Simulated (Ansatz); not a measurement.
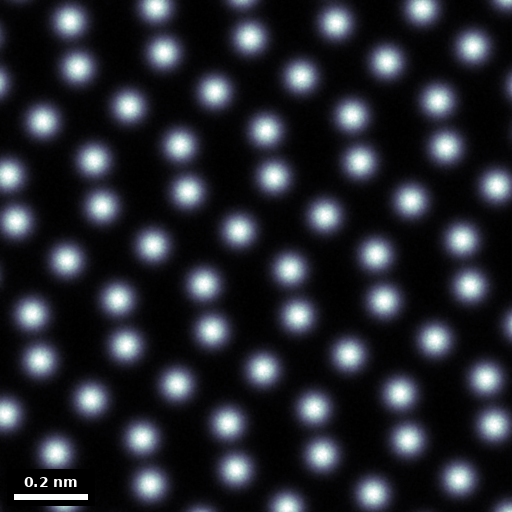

An image along [100] of one of the structures below (computed or model cells, partly hypothetical, each in its standard cell). The image is simulated as a sum over atoms of Z^1.7, blurred by a 0.64 Å probe (no channelling). The probe carries 15 % of its weight in a tail 2.5 times as wide. Shot noise was added.

A. V
Space group Fddd:1 (No. 70). a = 2.449 Å, b = 4.984 Å, c = 8.935 Å, α = 90.00°, β = 90.00°, γ = 90.00°
```csv
atom,site,symmetry,x,y,z
V,8b,222,0.7500,0.7500,0.7500
```

B. V
Space group Pm-3m (No. 221). a = 2.444 Å, b = 2.444 Å, c = 2.444 Å, α = 90.00°, β = 90.00°, γ = 90.00°
| atom | site | symmetry | x | y | z |
| --- | --- | --- | --- | --- | --- |
| V | 1a | m-3m | 0.0000 | 0.0000 | 0.0000 |

C. V
Space group P6/mmm (No. 191). a = 4.453 Å, b = 4.453 Å, c = 2.387 Å, α = 90.00°, β = 90.00°, γ = 120.00°
| atom | site | symmetry | x | y | z |
| --- | --- | --- | --- | --- | --- |
| V | 1a | 6/mmm | 0.0000 | 0.0000 | 0.0000 |
| V | 2d | -6m2 | 0.3333 | 0.6667 | 0.5000 |

D. Al
Space group Pm-3n (No. 223). a = 5.168 Å, b = 5.168 Å, c = 5.168 Å, α = 90.00°, β = 90.00°, γ = 90.00°
```csv
atom,site,symmetry,x,y,z
Al,2a,m-3.,0.0000,0.0000,0.0000
Al,6c,-4m.2,0.2500,0.0000,0.5000
```

> Which of them gives this image?

C, V. Along [100] the projected cells are A 2.49 × 2.56 Å, 119°; B 2.44 × 2.44 Å, 90°; C 2.39 × 3.86 Å, 90°; D 5.17 × 5.17 Å, 90°. The image repeats as C does.

Structure C: coordinates from a relaxation with DFT, PBE, plane waves (420 eV) with PAW, scalar-relativistic in Ansatz 0.2.0; the starting structure was generated, so it need not be a known form of this composition.
